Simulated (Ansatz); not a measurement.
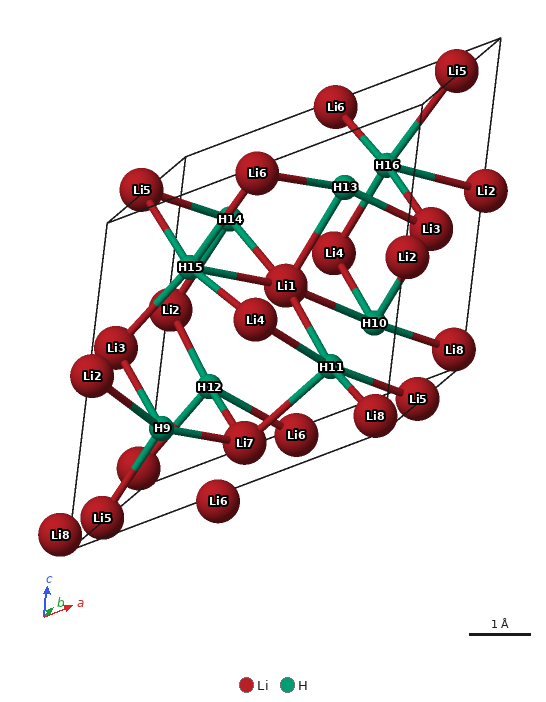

**Figure 1.** The structure as given in the input (ball-and-stick view of the cell of the calculation, set on other vectors, seen slightly off an axis; atoms are numbered from 1 in the order of the input).

LiH: single-point calculation

System: LiH (P1, 16 atoms in the cell).
Method: DFT, PBE, plane waves, PAW, no spin polarisation (Ansatz 0.2.0).

The structure derives from an entry of the Crystallography Open Database. Figures and captions count atoms from 1; the log counts them from 0 in places.

## The program's output
```
Warning: basis.ecutwfc = 349.6663132609458 eV is below the records' recommended 420 eV, and the density's cutoff is lower with it unless basis.ecutrho_ratio is high enough to keep the records' density cutoff: compare with a run at a higher cutoff
Engine: ansatz 0.2.0, x86_64-unknown-linux-gnu
Pseudopotentials: kind: paw
Pseudopotential: Li, paw, valence charge 3, recommended cutoff 420 eV (normal), Li.paw.azcp
Pseudopotential: H, paw, valence charge 1, recommended cutoff 420 eV (normal), H.paw.azcp
Functional definition: PBE
  parameter kappa = 0.804
  parameter beta = 0.06672455060314922
  exchange = pbe_x(kappa = kappa, mu = beta*pi^2/3)
  correlation = pbe_c(beta = beta)
Crystal: 16 atoms, lattice volume = 135.685 Å³
Basis set: ecut = 349.6663132609458 eV, 1989 PW (Γ), exchange–correlation on 72×72×72 points (8 copies of the dense FFT grid, shifted against one another)
Bands: 32, of which v1, the nominal top of the filled ones, is band 16 counted from 1 (15 counted from 0)
Symmetry: 1 space group operations
Space group: P1 (ITA 1), of the structure as read, at distance tolerance 5.1e-5 Å
k-points: 112 of 216 (time reversal used)
Non-local potential: Li, projectors of the file, l = 0: 3, l = 1: 2, l = 2: 1
Non-local potential: H, projectors of the file, l = 0: 2, l = 1: 1
PAW form: soft (Blöchl's): semilocal exchange-correlation on the pseudo side does not see the compensation charge
PAW one-centre angular grid: Li, 110 points (default); XC on 64 Gauss nodes
PAW one-centre angular grid: H, 110 points (default); XC on 64 Gauss nodes
Initial density: superposition of atomic densities (neutral atoms: chi_scale 0, normalization atom), corrected by the library's trained network
Initial wavefunctions: pseudopotential atomic-orbital guess
Functional: x = pbe(κ = 0.804, μ = 0.2195149727645171), c = pbe(β = 0.06672455060314922)
SCF iter   1: F=—  HF=-1770.345569 eV  |F-HF|=—  |Δ(HF+E_count)|=         —  Δρ=1.83e-3  dr2=2.08e-3  ethr=1.77e-3  ⟨swp⟩=6.1  Hψ=17881  notcnv=0  defer=313
preconditioner: auto → none  [insulator: Δε(μ)=2.990 eV  Ē_g=10.123 eV  σ=0.039 eV  W_gap=1.00  n_scr=14 (ndim 8)  ℏωp=12.8 eV  f_vac=0.000  D(μ)=0.00/eV (n_scr^D=0)  ε∞_Penn≈2.6]
SCF iter   2: F=—  HF=-1770.345991 eV  |F-HF|=—  |Δ(HF+E_count)|=   4.22e-4  Δρ=7.96e-4  dr2=2.57e-4  ethr=6.50e-6  ⟨swp⟩=1.2  Hψ=4541  notcnv=0  defer=536
SCF iter   3: F=—  HF=-1770.346438 eV  |F-HF|=—  |Δ(HF+E_count)|=   4.47e-4  Δρ=1.63e-4  dr2=1.08e-5  ethr=8.03e-7  ⟨swp⟩=2.0  Hψ=3395  notcnv=0  defer=13
automatic band count: iteration 3 solves 25 bands in place of 32: the levels show a gap, and the empty bands left out lie too high to hold charge; the band table lists the bands solved (type scf.n_extra_bands for more)
SCF iter   4: F=—  HF=-1770.346452 eV  |F-HF|=—  |Δ(HF+E_count)|=   1.39e-5  Δρ=3.95e-5  dr2=7.37e-7  ethr=3.37e-8  ⟨swp⟩=2.0  Hψ=3395  notcnv=0  defer=13
iter 5 did not close the SCF: its close was put off for the readings that it lacked (scf_convergence_deferred on its scf_iter line)
SCF iter   5: F=-1770.346454 eV  HF=-1770.346454 eV  |F-HF|=1.16e-8  |Δ(HF+E_count)|=   2.39e-6  Δρ=4.40e-6  dr2=2.33e-8  ethr=2.30e-9  ⟨swp⟩=2.0  Hψ=3395  notcnv=0  defer=13
SCF iter   6: F=-1770.346454 eV  HF=-1770.346454 eV  |F-HF|=1.45e-9  |Δ(HF+E_count)|=   1.77e-8  Δρ=1.02e-6  dr2=9.13e-10  ethr=7.29e-11  ⟨swp⟩=3.8  Hψ=8666  notcnv=0
SCF 1 converged in 6 iterations: F = -1770.346454 eV  dr2 = 9.13e-10
  greatest PAW one-centre occupation: 1.000 electrons in one spin orbital (limit 2), on the Li atom at site 6 (counted from 0), in its partial waves of l = 0
SCF converged after 6 iterations
Free energy (F): -1770.346454 eV
Harris-Foulkes:  -1770.346454 eV  (|F-HF|=1.45e-9)
Internal energy: -1770.346454 eV  (E = F + TS)
E sigma→0 (E₀):  -1770.346454 eV
Fermi energy:    1.982606 eV
--- Per-component energies (eV) ---
  E_band       = -729.221555
  E_kinetic    = 286.351189
  E_local      = -1024.864302  (includes V_loc(G=0)·N_el)
  E_nonlocal   = -254.190145
  E_hartree    = 289.029877
  E_xc         = -160.922857
  E_vxc        = -207.700697  (∫ρ·V_xc dr)
  E_paw        = -172.292666  (= ΣΔE_a)
  E_vpaw       = -106.861993  (= ΣTr[D̂ρ^β])
  E_aug_tail   = -0.015247  (compensation charges beyond the density's cutoff)
  E_ewald      = -733.442303
  E_smearing   = -0.000000  (= −TS)
  E_closure    = 0.000000  (closes the sum)
  Σ components = -1770.346454   (vs F -1770.346454, Δ=0.00e0)
--- Forces (eV/Å), atoms counted from 1 ---
  atom   1  Li    -0.13604527    -0.09022758    -0.01396881
  atom   2  Li    -0.19615415    -0.06987121     0.13292944
  atom   3  Li     0.02869780    -0.11997572     0.12997501
  atom   4  Li    -0.43142289     0.05834973    -0.36394334
  atom   5  Li    -0.01962540    -0.05526750    -0.03673031
  atom   6  Li     0.36215465    -0.54275883     0.19224954
  atom   7  Li     0.02557836     0.87278455     0.22429928
  atom   8  Li    -0.51356762     0.18215569     0.39047576
  atom   9  H      0.45649663     0.16640808    -0.33692225
  atom  10  H     -0.15427036     0.12094883    -0.56185792
  atom  11  H      0.24144185    -0.19900951    -0.24615214
  atom  12  H      0.07984431    -0.35814180     0.23649907
  atom  13  H     -0.14984570     0.48607896    -0.16659144
  atom  14  H     -0.13660370     0.00301712     0.07001251
  atom  15  H      0.42151373    -0.22737998     0.09374282
  atom  16  H      0.12182552    -0.22710520     0.25597029
  max |Σ_I F_I| component: 1.78e-5 eV/Å
--- Stress (GPa, compression-positive) ---
       -0.013882       0.217970       0.039081
        0.217970      -0.711116       0.123694
        0.039082       0.123694      -0.548045
  P = ⅓ Tr σ = -0.4243 GPa (-4.243 kbar)
--- Band table (eV; the first three rows and the last of 112) ---
  k-point 0: bands = ["-44.1173", "-44.0889", "-43.9821", "-43.8273", "-43.7256", "-43.6904", "-43.5986", "-43.5738", "-4.7654", "-2.0310", "-2.0039", "-1.9979", "-1.9701", "0.3601", "0.3833", "0.4538", "3.4617", "3.5496", "3.6396", "5.0934", "5.1386", "5.2343", "5.3317", "10.7776", "10.8181"]
  k-point 1: bands = ["-44.1169", "-44.0892", "-43.9821", "-43.8273", "-43.7256", "-43.6904", "-43.5986", "-43.5741", "-4.6459", "-2.3244", "-1.9370", "-1.9125", "-1.8824", "0.0133", "0.0740", "0.1726", "3.8422", "4.0721", "4.2251", "5.1904", "5.2953", "5.4463", "5.8715", "9.9984", "10.0815"]
  k-point 2: bands = ["-44.1160", "-44.0898", "-43.9821", "-43.8272", "-43.7255", "-43.6904", "-43.5984", "-43.5747", "-4.2928", "-3.0129", "-1.7261", "-1.6530", "-1.6032", "-0.5840", "-0.5231", "-0.3948", "4.7299", "5.0295", "5.3061", "5.5365", "5.6606", "5.8331", "7.4889", "8.9029", "8.9931"]
  k-point 111: bands = ["-44.1156", "-44.0899", "-43.9822", "-43.8270", "-43.7256", "-43.6906", "-43.5978", "-43.5754", "-3.7720", "-3.6842", "-1.4828", "-1.3448", "-1.2057", "-1.1438", "-1.0103", "-0.6929", "5.1168", "5.4201", "5.5314", "5.9633", "6.0768", "6.3058", "8.6933", "8.9304", "9.0292"]
```

The run was set up as follows.

## The input
```yaml
crystal:
  lattice:
    - [-4.0785050826, -4.0785050826, 0.0]
    - [-4.0785050826, 0.0, -4.0785050826]
    - [0.0, -4.0785050826, -4.0785050826]
  atoms:
    - { symbol: Li, position: [0.4876135469, 0.4803756188, 0.528294951] }
    - { symbol: Li, position: [0.9695003862, 0.479305278, 0.5335030979] }
    - { symbol: Li, position: [0.4699117557, 0.0252907923, 0.5361891758] }
    - { symbol: Li, position: [0.9928253156, 0.9604616103, 0.5143252126] }
    - { symbol: Li, position: [0.4941266673, 0.5138563403, 0.0071062799] }
    - { symbol: Li, position: [0.9849180169, 0.5529286045, 0.9801277605] }
    - { symbol: Li, position: [0.506722479, 0.9947368843, 0.0736009284] }
    - { symbol: Li, position: [0.974524797, 0.9874702562, 0.0645864178] }
    - { symbol: H, position: [0.296698165, 0.2665367941, 0.2444063909] }
    - { symbol: H, position: [0.7705505984, 0.214352395, 0.2691115127] }
    - { symbol: H, position: [0.2684746381, 0.7536146327, 0.2415517514] }
    - { symbol: H, position: [0.7419595367, 0.7595904024, 0.2678699311] }
    - { symbol: H, position: [0.2651163209, 0.2253148266, 0.7969807568] }
    - { symbol: H, position: [0.7350709534, 0.2515128232, 0.7793627339] }
    - { symbol: H, position: [0.2429553073, 0.7909106167, 0.730300415] }
    - { symbol: H, position: [0.7373992154, 0.7679613378, 0.7614249659] }
basis:
  ecutwfc: "25.7 Ry"
kpoints:
  mp_grid: { grid: [6, 6, 6] }
hamiltonian:
  xc: pbe
scf:
  occupations: { method: fermi_dirac, width: 0.0388 }
output:
  forces: true
  eigenvalues: true
  stress: true
```

Launch command:
```bash
ansatz run input.yaml --threads 4 --pin off --max-ram 5120MiB --backend cpu --events-out ev --progress --plain --runs-dir out
```

## Key numbers

```tsv
quantity	value
outcome	converged
space group (tolerance 0.01 Å)	P1 (1)
electrons treated	32
free energy	−1770.3465 eV
Fermi energy	1.983 eV
gap on the k-point mesh	3.01 eV
pressure	−0.42 GPa
largest force (length of the vector)	0.902 eV/Å
hardware	4 threads of an x86-64 CPU, shared host
wall time	3.2 s (CPU time 12 s)
peak memory	0.63 GiB
```

## Remarks

Settings chosen away from the usual ones: basis.ecutwfc set to 25.7 Ry (from 420). These settings are looser than, or depart from, a standard set-up, so the numbers are not reference values for this system. Warnings of the run: the cutoff is below the recommended one.
